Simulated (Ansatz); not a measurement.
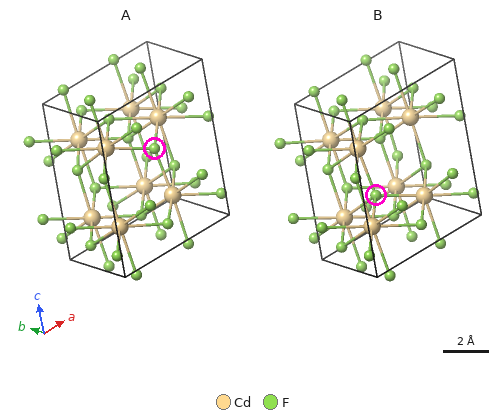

The two relaxed end points of a path for a defect cell of composition Cd₈F₁₅ with an F vacancy (23 atoms in the cell). A ball-and-stick model of the reduced simulation cell (origin moved), seen slightly off an axis. The moving atom is ringed, with any periodic copies. Lengths and directions refer to the drawn axes. Bonds to atoms that aren't drawn are left out.

Level of theory: DFT, PAW plane waves, PBE (Ansatz).

Run with plane-wave cutoff 420 eV; k-point mesh 2 × 2 × 2; Gaussian smearing 0.1 eV; 5 movable images; climbing image; force threshold 0.05 eV/Å; iteration limit 40.

Start:
```xyz
23
Lattice="0.0000 5.3942 5.3942 5.3942 0.0000 5.3942 5.3942 5.3942 0.0000" Properties=species:S:1:pos:R:3 pbc="T T T"
Cd   10.7844    5.3956    5.3961
F     1.3407    1.3431    1.3439
F     4.1398    4.0402    4.0411
Cd    2.7146    8.0713    5.4032
F     4.0495    4.0509    1.3439
F     6.7465    6.6440    4.0409
Cd    2.7143    5.4024    8.0723
F     4.0495    1.3431    4.0516
F     6.7466    4.0399    6.6440
Cd    5.3847    8.0727    8.0734
F     9.4430    6.7368    6.7375
Cd   10.7843    8.0782    8.0787
F     1.3506    4.0394    4.0395
F     4.0494    6.7371    6.7380
Cd    8.1018    5.3956    8.0788
F     4.0496    6.7372    4.0294
F     6.7468    9.4344    6.8289
Cd    8.1016    8.0783    5.3962
F     4.0496    4.0287    6.7381
F     6.7468    6.8285    9.4353
Cd    5.3837    5.4021    5.4028
F     6.7570    6.7372    6.7381
F     9.3493    9.4342    9.4350
```

End:
```
CELL_PARAMETERS angstrom
0.00000 5.39421 5.39421
5.39421 0.00000 5.39421
5.39421 5.39421 0.00000
ATOMIC_POSITIONS crystal
Cd 0.99933 0.00104 0.99818
F 0.13221 0.13357 0.11678
F 0.37276 0.37423 0.37617
Cd 0.99929 0.00107 0.50089
F 0.12371 0.12534 0.62515
F 0.13236 0.61688 0.63346
Cd 0.99529 0.50147 0.00135
F 0.13210 0.61708 0.11687
F 0.37276 0.87640 0.37616
Cd 0.99931 0.49835 0.50091
F 0.37281 0.87637 0.87400
Cd 0.49999 0.99641 0.00151
F 0.61517 0.13391 0.11651
F 0.87481 0.37432 0.37612
Cd 0.49663 0.00103 0.50089
F 0.61487 0.13427 0.63398
F 0.87481 0.37435 0.87409
Cd 0.49995 0.50161 0.00144
F 0.62392 0.62526 0.12500
F 0.87326 0.87549 0.37551
Cd 0.50003 0.50175 0.49606
F 0.61501 0.61654 0.63384
F 0.87479 0.87631 0.87409
```

Q: Predict the minimum-energy path and its barrier.

A: The two ends have the same energy, and the highest point, image 3, lies 0.41 eV above the start. It is a vacancy jump: a nearby atom moves into the empty site and leaves its own site empty. An F atom travels furthest, 2.51 Å from end to end, along [−1 1 −1], on a straight line. At the highest image its nearest neighbour (Cd) is 2.10 Å away, against 2.29 Å at the start, and the surrounding atoms stand up to 0.17 Å off the mean of their end positions. The band converged in 4 iterations. The largest component of the band force went from 2.7 to 0.033 eV/Å. The climbing image converged on the top of the path. Its curvatures weren't checked.

Energies of the converged images:

```csv
image,path (Å),E (eV)
0,0.00,0.000
1,0.45,0.088
2,0.89,0.302
3,1.34,0.406
4,1.78,0.301
5,2.23,0.087
6,2.67,0.000
```

The geometry at the top of the path:

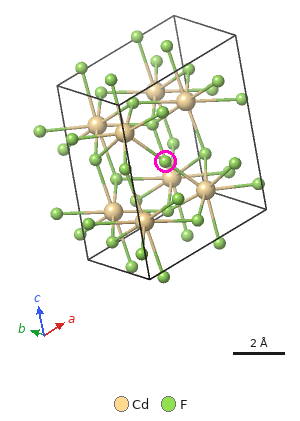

Limits of the set-up: the cell has an odd number of electrons but was run without spin polarisation; the k-point mesh is coarse for a cell with partly filled bands; the periodic images lie only 7.6 Å apart, so the values are limited by the cell's size.

Cost: 3.2 min on 4 threads of Intel(R) Xeon(R) Platinum 8488C (Sapphire Rapids), on a shared host, peak memory 2.5 GiB.
